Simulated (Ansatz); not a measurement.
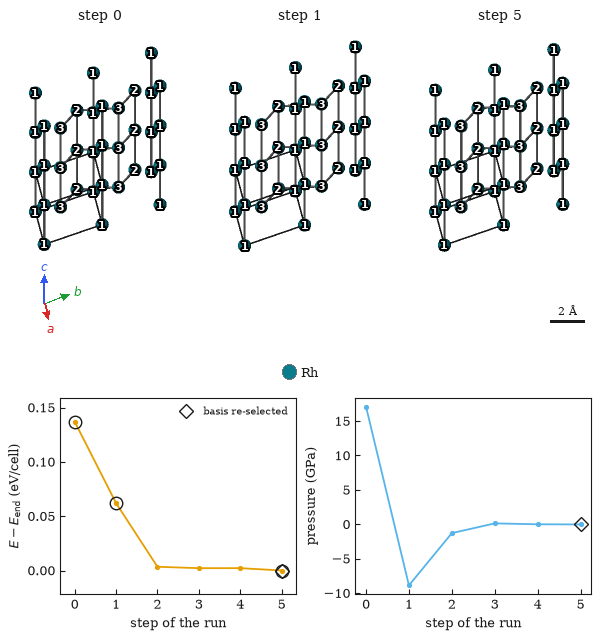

Frames of a relaxation of solid Rh (a generated structure, set up in P6/mmm), marked on the history of the run. Style: ball-and-stick. Shown: the cell of the calculation, repeated 1 × 2 × 3 with one cell outlined, from a free direction.

Phase: omega (AlB2-type).

All numbers below come from DFT, revPBE, plane waves (420 eV) with PAW, scalar-relativistic in Ansatz. Settings: plane-wave cutoff 420 eV; k-point mesh 9 × 9 × 12; occupations fermi dirac; smearing width 0.1 eV; no spin polarisation; cell and atoms relaxed; force threshold 0.01 eV/Å; at most 60 steps.

### What happens along the run?

Over 4 accepted moves (5 points after the start) the energy falls by 0.137 eV per cell of the calculation. All forces vanish by symmetry, so only the cell relaxes. The pressure goes from 17.08 to −0.02 GPa. The SCF was repeated once at an unchanged geometry on a basis and grid sized afresh for the cell, which shifted the energy by 2.2 meV per cell of the calculation at most. No atom moves by more than 0.005 Å relative to the cell. The volume changes by +6.7 %, with a = b 4.267 → 4.358 Å (+2.1 %), c 2.616 → 2.675 Å (+2.3 %). Some distances before and after: Rh1–Rh2 2.789 → 2.850 Å, Rh1–Rh1 2.616 → 2.675 Å, Rh2–Rh3 2.464 → 2.516 Å. The space group stays P6/mmm (No. 191). From step 0 to 1: volume +11.5 %, energy −75.0 meV per cell of the calculation. From step 1 to 5: volume −4.4 %, energy −62.0 meV per cell of the calculation.

| step | E − E(0), meV/atom | pressure, GPa | volume, Å³/atom | note |
| --- | --- | --- | --- | --- |
| 0 | 0.00 | 17.08 | 13.752 |  |
| 1 | -25.01 | -8.88 | 15.338 |  |
| 2 | -44.55 | -1.28 | 14.756 |  |
| 3 | -44.98 | 0.13 | 14.661 |  |
| 4 | -44.97 | 0.00 | 14.669 |  |
| 5 | -45.69 | -0.02 | 14.669 | same geometry, new basis |
